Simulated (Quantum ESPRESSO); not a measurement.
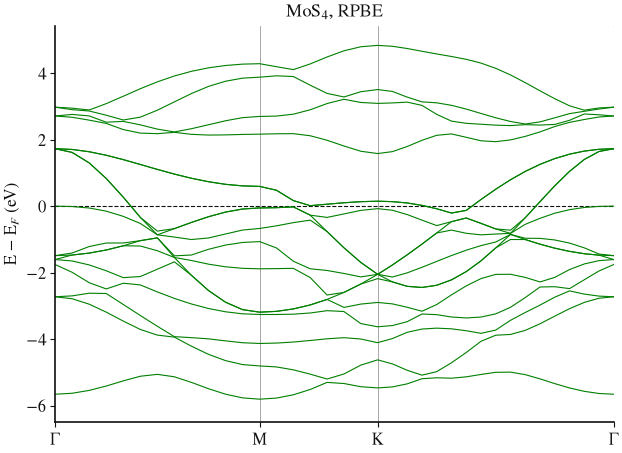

Band structure. Energies are counted from the Fermi level.

Structure: a slab of MoS₄, 5 atoms in the cell.

Method: RPBE, SSSP 1.3 efficiency PBE, no spin polarisation, no spin-orbit coupling, 10×10×1 k mesh, 816 eV cutoff, Methfessel-Paxton smearing of 0.1 eV (Quantum ESPRESSO 7.5).

Q: Metal, semiconductor or insulator?

A: A metal: bands cross the Fermi level along this path.

The potentials were made for another functional. Real space augmentation costs some meV and hundredths of eV per Å. Spin-orbit coupling is left out, which matters for Mo. The cell was derived from a database entry in an earlier step, so it needn't be the measured one. Bands are joined in order of energy, so crossings between the computed points show as kinks or gaps.
